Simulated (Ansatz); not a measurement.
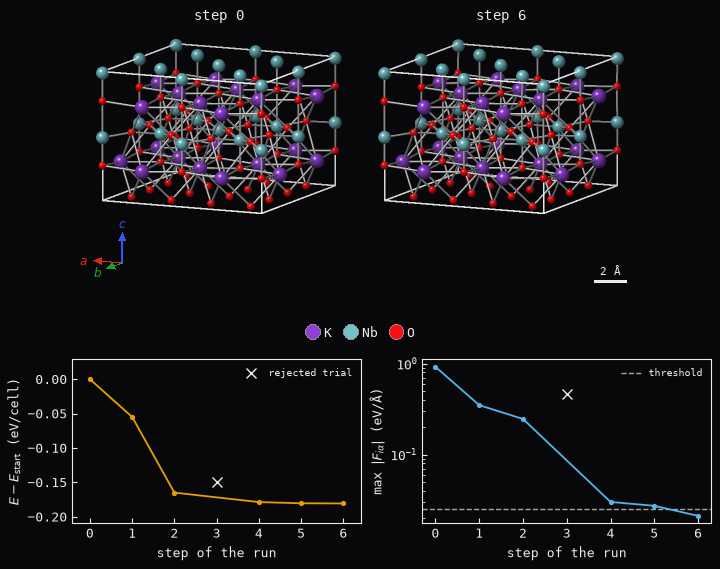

First and last geometry of a relaxation of a defect cell of composition K7Nb8O24, with the history of the run. Style: ball-and-stick. Shown: the conventional cell (2 times the calculation's cell), from a free direction. Lengths and directions refer to the drawn axes.

Case: K vacancy (site b), charge +0, atoms relaxed at the host's cell.

All numbers below come from DFT PBE, scalar-relativistic, plane waves, PAW in Ansatz.

The input:
```yaml
crystal:
  lattice:
    - [0.0, 0.0, -8.4411725844]
    - [7.986165282, 0.0, -4.2205862922]
    - [0.0, -7.986165282, -4.2205862922]
  atoms:
    - { symbol: K, position: [0.996747866, 0.25, 0.25] }
    - { symbol: K, position: [0.246747866, 0.25, 0.75] }
    - { symbol: K, position: [0.746747866, 0.25, 0.75] }
    - { symbol: K, position: [0.246747866, 0.75, 0.25] }
    - { symbol: K, position: [0.746747866, 0.75, 0.25] }
    - { symbol: K, position: [0.496747866, 0.75, 0.75] }
    - { symbol: K, position: [0.996747866, 0.75, 0.75] }
    - { symbol: Nb, position: [0.4878540146, 0.5, 0.5] }
    - { symbol: Nb, position: [0.9878540146, 0.5, 0.5] }
    - { symbol: Nb, position: [0.2378540146, 0.5, 0.0] }
    - { symbol: Nb, position: [0.7378540146, 0.5, 0.0] }
    - { symbol: Nb, position: [0.2378540146, 0.0, 0.5] }
    - { symbol: Nb, position: [0.7378540146, 0.0, 0.5] }
    - { symbol: Nb, position: [0.4878540146, 0.0, 0.0] }
    - { symbol: Nb, position: [0.9878540146, 0.0, 0.0] }
    - { symbol: O, position: [0.1387004081, 0.25, 0.5], spin: 0.083 }
    - { symbol: O, position: [0.6387004081, 0.25, 0.5], spin: 0.083 }
    - { symbol: O, position: [0.8887004081, 0.25, 0.0], spin: 0.083 }
    - { symbol: O, position: [0.3887004081, 0.25, 0.0], spin: 0.083 }
    - { symbol: O, position: [0.8887004081, 0.75, 0.5] }
    - { symbol: O, position: [0.3887004081, 0.75, 0.5] }
    - { symbol: O, position: [0.1387004081, 0.75, 0.0] }
    - { symbol: O, position: [0.6387004081, 0.75, 0.0] }
    - { symbol: O, position: [0.1387004081, 0.5, 0.25], spin: 0.083 }
    - { symbol: O, position: [0.6387004081, 0.5, 0.25], spin: 0.083 }
    - { symbol: O, position: [0.8887004081, 0.5, 0.75] }
    - { symbol: O, position: [0.3887004081, 0.5, 0.75] }
    - { symbol: O, position: [0.8887004081, 0.0, 0.25], spin: 0.083 }
    - { symbol: O, position: [0.3887004081, 0.0, 0.25], spin: 0.083 }
    - { symbol: O, position: [0.1387004081, 0.0, 0.75] }
    - { symbol: O, position: [0.6387004081, 0.0, 0.75] }
    - { symbol: O, position: [0.5205968033, 0.0, 0.5], spin: 0.083 }
    - { symbol: O, position: [0.0205968033, 0.0, 0.5] }
    - { symbol: O, position: [0.2705968033, 0.0, 0.0] }
    - { symbol: O, position: [0.7705968033, 0.0, 0.0], spin: 0.083 }
    - { symbol: O, position: [0.2705968033, 0.5, 0.5], spin: 0.083 }
    - { symbol: O, position: [0.7705968033, 0.5, 0.5] }
    - { symbol: O, position: [0.5205968033, 0.5, 0.0], spin: 0.083 }
    - { symbol: O, position: [0.0205968033, 0.5, 0.0] }
  host:
    lattice:
      - [3.993082641, 0.0, 0.0]
      - [0.0, 3.993082641, 0.0]
      - [0.0, 0.0, 4.2205862922]
    atoms:
      - { symbol: K, position: [0.5, 0.5, 0.506504268] }
      - { symbol: Nb, position: [0.0, 0.0, 0.0242919707] }
      - { symbol: O, position: [0.5, 0.0, 0.9725991839] }
      - { symbol: O, position: [0.0, 0.5, 0.9725991839] }
      - { symbol: O, position: [0.0, 0.0, 0.4588063934] }
basis:
  ecutwfc: 420
  xc_grid: 2
kpoints:
  mp_grid: { grid: [2, 2, 2], shift: [0.0, 0.0, 0.0] }
hamiltonian:
  xc: pbe
scf:
  occupations: { method: gaussian, width: 0.01 }
output:
  forces: true
  stress: false
  eigenvalues: true
  populations: true
  charged_corrections: { defect_position: [0.49674787, 0.25, 0.25] }
  write_density: true
  write_potential: true
  elf: true
  volumetric_format: npy
magnetization:
  spin_polarized: true
relax:
  adjacent_minimum: "off"
  f_tol: 0.025
  max_steps: 45
```

Run as
```bash
ansatz run input.yaml --threads 4 --pin off --max-ram 6144MiB --backend cpu --events-out ev --progress --plain --runs-dir out
```

> What do the curves and the structures tell?

It converged. The energy falls by 0.181 eV per cell of the calculation in 5 accepted moves (6 points after the start). The largest force component goes from 0.92 to 0.021 eV/Å. The line search rejected the trial step at point 3 of the run. The largest moves, 0.044 Å, are those of Nb8, Nb11, Nb13 and Nb15. Nb8 goes along [0 2 −3]. By element the largest moves are Nb 0.044 Å, O 0.032 Å, K 0.007 Å. The lattice vectors keep their values. Among the contacts that change: Nb11–O39 2.387 → 2.441 Å, K6–Nb15 3.570 → 3.617 Å, Nb10–O38 2.387 → 2.356 Å, K6–O32 2.831 → 2.801 Å. Bond angles that change, for instance: Nb8–O25–Nb11 167.5° → 164.5°, Nb12–O32–Nb13 180.0° → 177.3°, O17–Nb8–O36 96.2° → 98.9°.

Limits of the set-up: the k-point mesh is coarse for a cell with partly filled bands; the periodic images lie only 8.4 Å apart, so the values are limited by the cell's size.
